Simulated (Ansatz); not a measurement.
# NaI: band-structure calculation

- system: NaI (I4/mmm, 2 atoms in the cell)
- method: DFT, r2SCAN, plane waves, PAW, no spin polarisation (Ansatz 0.2.0)

The structure was built on a prototype by a generator. The geometry comes from this level: r2SCAN (a point of a series of strains). It belongs to a series of runs on one base structure; here: epitaxial_xy strain +1.8%. Figures and captions count atoms from 1; the log counts them from 0 in places.

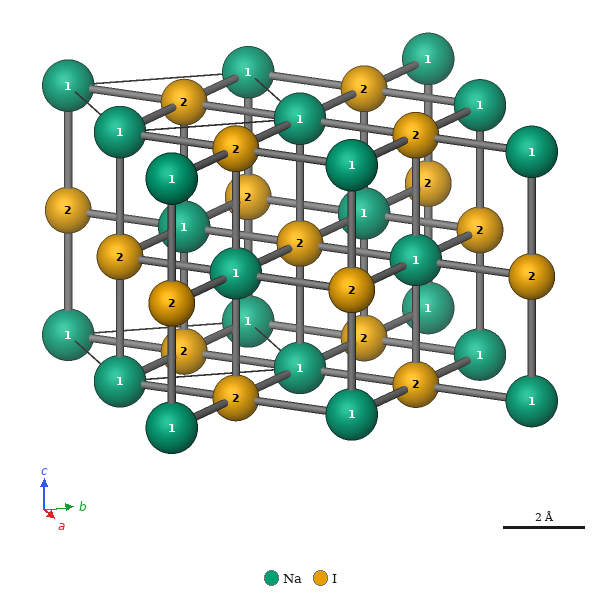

*The structure (ball-and-stick view of the cell 2 times as large as that of the calculation, set on its symmetry axes, repeated 2 × 2 × 1, seen slightly off an axis; atoms are numbered from 1 in the order of the input).*

**Input file**
```yaml
crystal:
  lattice:
    - [0.0, 3.2875325879, 3.2017386423]
    - [3.2875325879, 0.0, 3.2017386423]
    - [3.2875325879, 3.2875325879, 0.0]
  atoms:
    - { symbol: Na, position: [0.0, 0.0, 0.0] }
    - { symbol: I, position: [0.5, 0.5, 0.5] }
kpoints:
  mp_grid: { grid: [8, 8, 8] }
  band_path:
    path:
      - [0.0, 0.0, 0.0]
      - [0.5, 0.0, 0.5]
      - [0.625, 0.25, 0.625]
      - [0.375, 0.375, 0.75]
      - [0.5, 0.5, 0.5]
      - [0.5, 0.25, 0.75]
    npoints: 1
hamiltonian:
  xc: r2scan
scf:
  occupations: { method: fixed }
  n_extra_bands: 4
output:
  forces: true
  stress: true
  eigenvalues: true
  write_density: true
  write_potential: true
  elf: true
  volumetric_format: npy
```

Run on 4 threads of an x86-64 CPU, shared host.

Launch command:
```bash
ansatz run input.yaml --threads 4 --pin off --max-ram 3686MiB --backend cpu --events-out ev --progress --plain --runs-dir out
```

**The program's output**
```
scf.n_extra_bands = 4 over 13 filled bands (N_el = 26.0): the run solves 17 bands
Engine: ansatz 0.2.0, x86_64-unknown-linux-gnu
Pseudopotentials: kind: paw
Pseudopotential: Na, paw, valence charge 9, recommended cutoff 500 eV (meta_gga), Na.paw.azcp
Pseudopotential: I, paw, valence charge 17, recommended cutoff 500 eV (meta_gga), I.paw.azcp
Functional definition: r2SCAN
  parameter k0 = 0.174
  parameter k1 = 0.065
  parameter a1 = 4.9479
  exchange = r2scan_x(k0 = k0, k1 = k1, a1 = a1)
  correlation = r2scan_c
Crystal: 2 atoms, lattice volume = 69.208 Å³
Basis set: ecut = 500 eV, 1783 PW (Γ), exchange–correlation on 144×144×144 points (64 copies of the dense FFT grid, shifted against one another)
Bands: 17, of which v1, the nominal top of the filled ones, is band 13 counted from 1 (12 counted from 0)
Symmetry: 16 space group operations
Space group: I4/mmm (ITA 139), of the structure as read, at distance tolerance 4.1e-5 Å
k-points: 59 of 512
Non-local potential: Na, projectors of the file, l = 0: 3, l = 1: 2, l = 2: 1
Non-local potential: I, projectors of the file, l = 0: 2, l = 1: 2, l = 2: 2, l = 3: 2
PAW form: soft (Blöchl's): semilocal exchange-correlation on the pseudo side does not see the compensation charge
PAW frozen core: Na, regenerated for the run's functional (the file was generated under x = pbe(κ = 0.804, μ = 0.2195149727645171), c = pbe(β = 0.06672455060314922))
PAW frozen core: I, regenerated for the run's functional (the file was generated under x = pbe(κ = 0.804, μ = 0.2195149727645171), c = pbe(β = 0.06672455060314922))
PAW one-centre angular grid: Na, 302 points (default); XC on 339 of its mesh's 2595 points in the sphere
PAW one-centre angular grid: I, 590 points (default); XC on 160 Gauss nodes
Initial density: superposition of atomic densities (neutral atoms: chi_scale 0, normalization atom), corrected by the library's trained network
Initial wavefunctions: pseudopotential atomic-orbital guess
Functional: x = r2scan, c = r2scan; τ floored in thin density (d = 2e-4 eV/Å³)
SCF iter   1: F=—  HF=-9019.597725 eV  |F-HF|=—  |Δ(HF+E_count)|=         —  Δρ=5.17e-3  dr2=9.01e-3  dr2_τ=5.38e-4  ethr=1.77e-3  ⟨swp⟩=5.0  Hψ=4428  notcnv=0  defer=109
preconditioner: auto → none  [insulator: Δε(μ)=4.337 eV  Ē_g=11.286 eV  n_scr=14 (ndim 8)  ℏωp=12.6 eV  f_vac=0.078  ε∞_Penn≈2.3]
SCF iter   2: F=—  HF=-9019.599797 eV  |F-HF|=—  |Δ(HF+E_count)|=   2.07e-3  Δρ=1.07e-3  dr2=4.82e-4  dr2_τ=1.95e-4  ethr=3.47e-5  ⟨swp⟩=2.9  Hψ=2470  notcnv=0  defer=116
SCF iter   3: F=—  HF=-9019.600098 eV  |F-HF|=—  |Δ(HF+E_count)|=   3.01e-4  Δρ=3.20e-4  dr2=4.68e-5  dr2_τ=4.93e-6  ethr=1.86e-6  ⟨swp⟩=2.0  Hψ=1890  notcnv=0  defer=116
SCF iter   4: F=—  HF=-9019.600151 eV  |F-HF|=—  |Δ(HF+E_count)|=   5.34e-5  Δρ=1.02e-4  dr2=7.65e-6  dr2_τ=4.40e-7  ethr=1.80e-7  ⟨swp⟩=2.0  Hψ=1770  notcnv=0  defer=94
SCF iter   5: F=—  HF=-9019.600152 eV  |F-HF|=—  |Δ(HF+E_count)|=   9.55e-7  Δρ=1.86e-5  dr2=2.44e-7  dr2_τ=6.64e-9  ethr=2.94e-8  ⟨swp⟩=2.0  Hψ=1711  notcnv=0  defer=96
SCF iter   6: F=-9019.600152 eV  HF=-9019.600152 eV  |F-HF|=1.23e-9  |Δ(HF+E_count)|=   8.76e-8  Δρ=1.90e-6  dr2=2.16e-9  dr2_τ=7.88e-11  ethr=3.85e-10  ⟨swp⟩=11.7  Hψ=7684  notcnv=0
SCF 1 converged in 6 iterations: F = -9019.600152 eV  dr2 = 2.16e-9
  greatest PAW one-centre occupation: 1.000 electrons in one spin orbital (limit 2), on the Na atom at site 0 (counted from 0), in its partial waves of l = 0
NSCF: frozen V_eff on 6 k-points
SCF converged after 6 iterations
Free energy (F): -9019.600152 eV
Harris-Foulkes:  -9019.600152 eV  (|F-HF|=1.23e-9)
Internal energy: -9019.600152 eV  (E = F + TS)
E sigma→0 (E₀):  -9019.600152 eV
Fermi energy:    2.528117 eV
--- Per-component energies (eV) ---
  E_band       = -645.357598
  E_kinetic    = 309.506664
  E_local      = -3379.122953  (includes V_loc(G=0)·N_el)
  E_nonlocal   = 25.876382
  E_hartree    = 1531.249468
  E_xc         = -157.781177
  E_vxc        = -195.166860  (∫ρ·V_xc dr)
  E_paw        = -5107.420063  (= ΣΔE_a)
  E_vpaw       = -482.210843  (= ΣTr[D̂ρ^β])
  E_aug_tail   = -0.000029  (compensation charges beyond the density's cutoff)
  E_vtau       = 13.263908  (kinetic-family band-sum trace: ∫τ·v_τ [+ j·A + Jᵃ·Aᵃ] dr)
  E_ewald      = -2241.955229
  E_core_change = 0.046786  (= ΣΔE_core)
  E_smearing   = -0.000000  (= −TS)
  E_closure    = -0.000000  (closes the sum)
  Σ components = -9019.600152   (vs F -9019.600152, Δ=0.00e0)
--- Forces (eV/Å), atoms counted from 1 ---
  atom   1  Na     0.00000000     0.00000000     0.00000000
  atom   2  I      0.00000000     0.00000000    -0.00000000
  max |Σ_I F_I| component: 5.05e-29 eV/Å
--- Stress (GPa, compression-positive) ---
       -0.612888       0.000000       0.000000
        0.000000      -0.612888       0.000000
        0.000000       0.000000       0.045340
  P = ⅓ Tr σ = -0.3935 GPa (-3.935 kbar)
--- Band table (eV; the first three rows and the last of 59) ---
  k-point 0: bands = ["-50.2441", "-41.3643", "-41.3618", "-41.3589", "-41.3589", "-41.3574", "-20.6507", "-20.6507", "-20.6471", "-8.7697", "2.4935", "2.5281", "2.5281", "6.8856", "11.0020", "11.0020", "11.1707"]
  k-point 1: bands = ["-50.2441", "-41.3643", "-41.3617", "-41.3589", "-41.3589", "-41.3574", "-20.6512", "-20.6508", "-20.6474", "-8.7266", "2.0900", "2.4676", "2.4789", "7.3775", "10.6785", "11.1497", "11.2805"]
  k-point 2: bands = ["-50.2441", "-41.3643", "-41.3617", "-41.3588", "-41.3588", "-41.3574", "-20.6524", "-20.6509", "-20.6478", "-8.6189", "1.2874", "2.3656", "2.3776", "8.1078", "10.6431", "11.0102", "11.2267"]
  k-point 58: bands = ["-50.2440", "-41.3643", "-41.3616", "-41.3586", "-41.3586", "-41.3575", "-20.6523", "-20.6523", "-20.6507", "-8.3592", "0.6542", "1.7452", "1.7452", "7.6932", "8.5628", "13.2341", "14.5902"]
```

**File bands.tsv**
```
# k_distance	band_0	band_1	band_2	band_3	band_4	band_5	band_6	band_7	band_8	band_9	band_10	band_11	band_12	band_13	band_14	band_15	band_16
# fermi_ev = 2.528117
# lock_threshold_ev = 1e-6
# [0, 0, 0] at k_distance = 0.000000
# [0.5, 0, 0.5] at k_distance = 0.955608
# [0.625, 0.25, 0.625] at k_distance = 1.298023
# [0.375, 0.375, 0.75] at k_distance = 1.885854
# [0.5, 0.5, 0.5] at k_distance = 2.481541
# [0.5, 0.25, 0.75] at k_distance = 3.166371
# levels_relative_to = fermi_ev
# free_energy_ev = -9019.600152
# largest_residual_norms_ev = 5.264e-4 5.479e-4 4.977e-4 4.492e-4 4.555e-4 4.945e-4 8.154e-4 1.155e-3 1.167e-3 8.011e-4 1.027e-3 9.898e-4 1.084e-3 9.693e-4 1.345e-3 2.303e-3 1.363e-3
0.000000	-52.772221	-43.892414	-43.889868	-43.887001	-43.887001	-43.885558	-23.178827	-23.178827	-23.175265	-11.297823	-0.034633	0.000000	0.000000	4.357497	8.473839	8.473839	8.642542
0.955608	-52.772144	-43.892357	-43.889848	-43.887056	-43.886724	-43.885347	-23.182175	-23.180034	-23.176785	-10.912635	-1.880165	-0.773939	-0.670264	5.200745	6.109337	10.512803	11.949007
1.298023	-52.772140	-43.892376	-43.889840	-43.886970	-43.886771	-43.885385	-23.181605	-23.180547	-23.176906	-10.909961	-1.614130	-1.312800	-0.580987	5.894471	7.295041	9.262201	9.900404
1.885854	-52.772137	-43.892434	-43.889776	-43.886781	-43.886768	-43.885554	-23.181228	-23.179949	-23.178203	-10.896289	-1.617977	-1.302835	-0.637980	5.829564	7.182482	9.392435	9.878767
2.481541	-52.772151	-43.892413	-43.889843	-43.886890	-43.886855	-43.885465	-23.182617	-23.179171	-23.176178	-10.983986	-2.125063	-0.311356	-0.269500	5.678363	7.959226	8.175076	9.582165
3.166371	-52.772137	-43.892407	-43.889800	-43.886891	-43.886726	-43.885488	-23.181278	-23.180320	-23.177778	-10.893220	-1.403591	-1.396092	-0.876075	6.462652	7.961609	8.075679	8.548347
```

**File v_z.tsv**
```
# z_ang	v_es[eV]	v_tot[eV]
# format = ansatz-planar-average/11
# xc	r2scan
# density_cutoff_ev	2000
# datasets	Na=:simpson_from_first_knot:soft:shift=0	I=:simpson_from_first_knot:soft:shift=0
# lattice	0.000000000	3.287532588	3.201738642
# lattice	3.287532588	0.000000000	3.201738642
# lattice	3.287532588	3.287532588	0.000000000
# sites	2
# site	11	0.000000000	0.000000000	0.000000000
# site	53	3.287532588	3.287532588	3.201738642
0.000000	2.279743e0	-4.144343e0
0.129146	2.450547e0	-4.059297e0
0.258293	2.929620e0	-3.747842e0
0.387439	3.620269e0	-3.164726e0
0.516586	4.376429e0	-2.433529e0
0.645732	5.034146e0	-1.784996e0
0.774879	5.464811e0	-1.377649e0
0.904025	5.605610e0	-1.293919e0
1.033172	5.452362e0	-1.637466e0
1.162318	5.067529e0	-2.385208e0
1.291465	4.571629e0	-3.290483e0
1.420611	4.102632e0	-4.139818e0
1.549758	3.767048e0	-4.864488e0
1.678904	3.614035e0	-5.378762e0
1.808051	3.638660e0	-5.620355e0
1.937197	3.793419e0	-5.656393e0
2.066344	4.001230e0	-5.592755e0
2.195490	4.174104e0	-5.510490e0
2.324637	4.240893e0	-5.474105e0
2.453783	4.174104e0	-5.510490e0
2.582930	4.001230e0	-5.592755e0
2.712076	3.793419e0	-5.656393e0
2.841222	3.638660e0	-5.620355e0
2.970369	3.614035e0	-5.378762e0
3.099515	3.767048e0	-4.864488e0
3.228662	4.102632e0	-4.139818e0
3.357808	4.571629e0	-3.290483e0
3.486955	5.067529e0	-2.385208e0
3.616101	5.452362e0	-1.637466e0
3.745248	5.605610e0	-1.293919e0
3.874394	5.464811e0	-1.377649e0
4.003541	5.034146e0	-1.784996e0
4.132687	4.376429e0	-2.433529e0
4.261834	3.620269e0	-3.164726e0
4.390980	2.929620e0	-3.747842e0
4.520127	2.450547e0	-4.059297e0
```

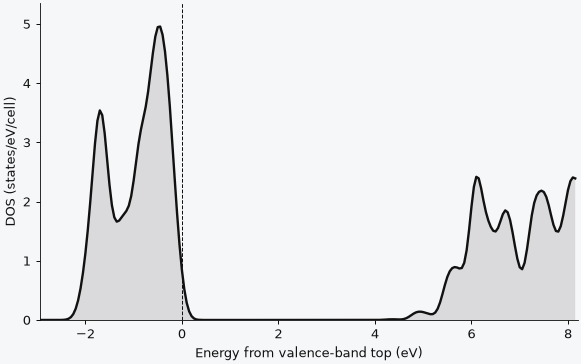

*Density of states (the curve is built from the levels of the k mesh with Gaussians 0.3 eV wide, which also blur the band edges), with energies from the valence-band top.*

There is a gap of 4.36 eV on the k-point mesh. Small ripples come from the finite k-point mesh.

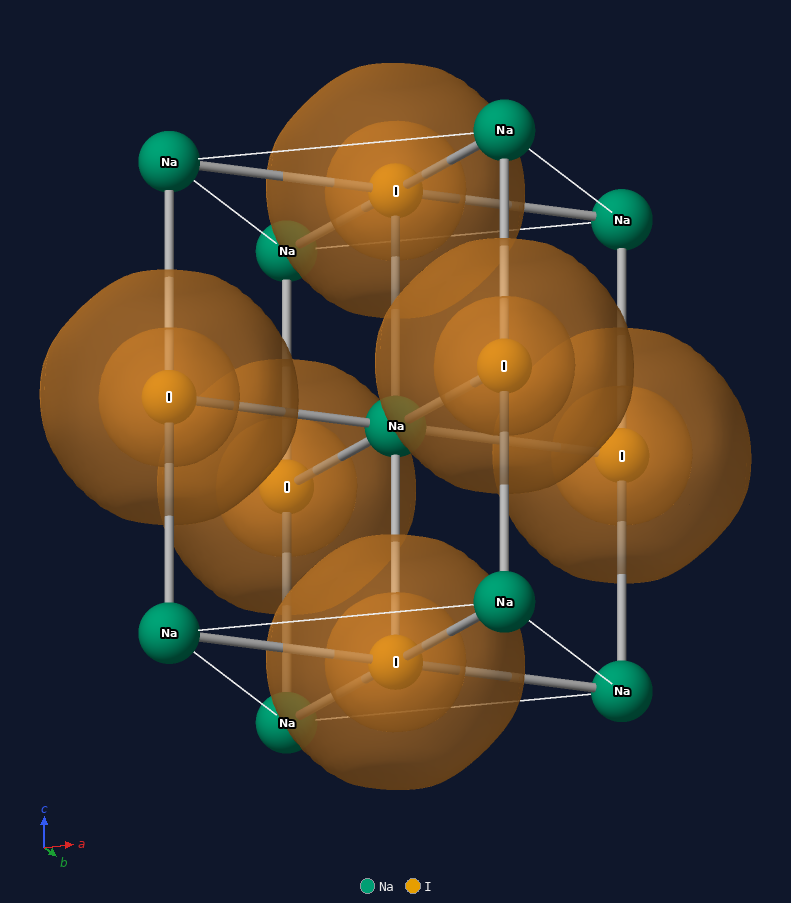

*Isosurface of the electron localisation function at 0.65 (orange), seen at an oblique angle. Core shells and regions of very low density are left out. Sticks mark near contacts. The outline is the cell set on symmetry axes.*

Along the contacts the grid gives the following. Na–I (3.20 Å): the ELF is about 0.70 at the midpoint, which marks a closed-shell, largely ionic contact. Na–I (3.29 Å): the ELF is about 0.70 at the midpoint, as expected for two separate closed shells. Core electrons are frozen (PAW), so the fields are smoothed inside the atomic spheres.

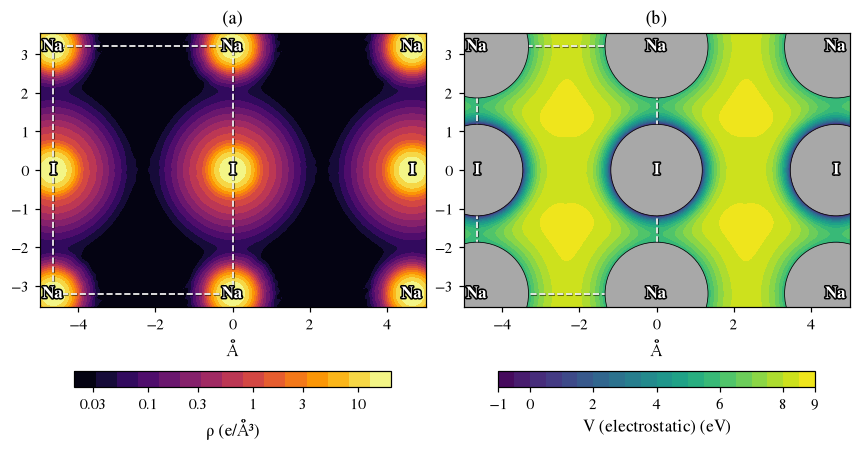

*(a) valence pseudo-density; (b) electrostatic potential (local pseudopotential plus Hartree) felt by an electron on the (100) plane of the conventional cell. Grey discs, where drawn, cover atomic cores.*

The plane passes through Na and I nuclei. Na–I (3.20 Å): the density is about 0.13 e/Å³ at the midpoint, with its minimum of 0.06 e/Å³ about 1.2 Å from Na. Away from the nuclei the density in this plane falls to 0.01 e/Å³ at its lowest. Outside the cores the potential energy rises away from the atoms and is highest about 2.8 Å from the nearest atoms; outside the discs it spans about 9 eV, and its zero is arbitrary.

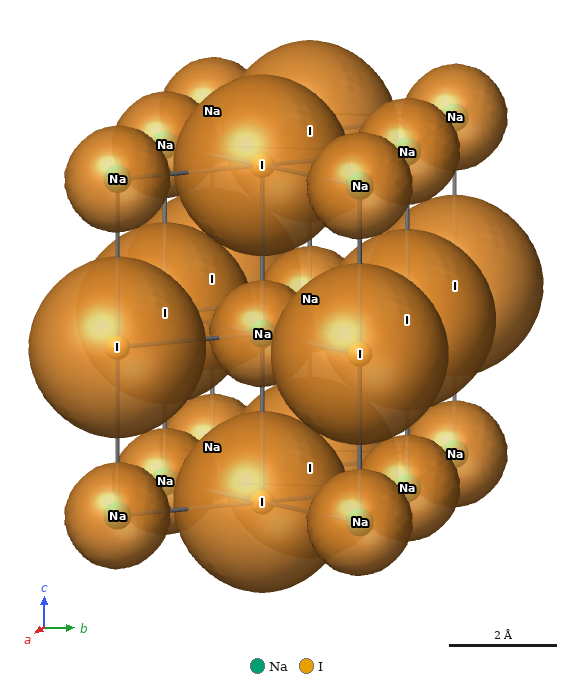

*Isosurface of the valence charge density (pseudo) at 0.1 e/Å³ (orange), seen slightly off an axis. Sticks mark near contacts. The outline is the cell set on symmetry axes.*

At this value the density breaks into separate islands; it holds about 95 % of the electrons treated as valence (semicore included). It is pinched off along the Na–I (3.20 Å) and Na–I (3.29 Å) contacts. On the grid the lowest density along these lines, outside the cores, is 0.06 e/Å³ (Na–I, 3.20 Å) and 0.05 e/Å³ (Na–I, 3.29 Å).

**Results in brief**

```json
{"quantity": "outcome", "value": "converged"}
{"quantity": "space group (tolerance 0.01 Å)", "value": "I4/mmm (139)"}
{"quantity": "electrons treated", "value": "26"}
{"quantity": "free energy", "value": "−9019.6002 eV"}
{"quantity": "Fermi energy", "value": "2.528 eV"}
{"quantity": "gap on the k-point mesh", "value": "4.36 eV"}
{"quantity": "pressure", "value": "−0.39 GPa"}
{"quantity": "largest force (length of the vector)", "value": "under 0.001 eV/Å"}
{"quantity": "wall time", "value": "6.3 s (CPU time 21 s)"}
{"quantity": "peak memory", "value": "0.62 GiB"}
```

**Remarks**

Spin-orbit coupling is left out, which matters for I.
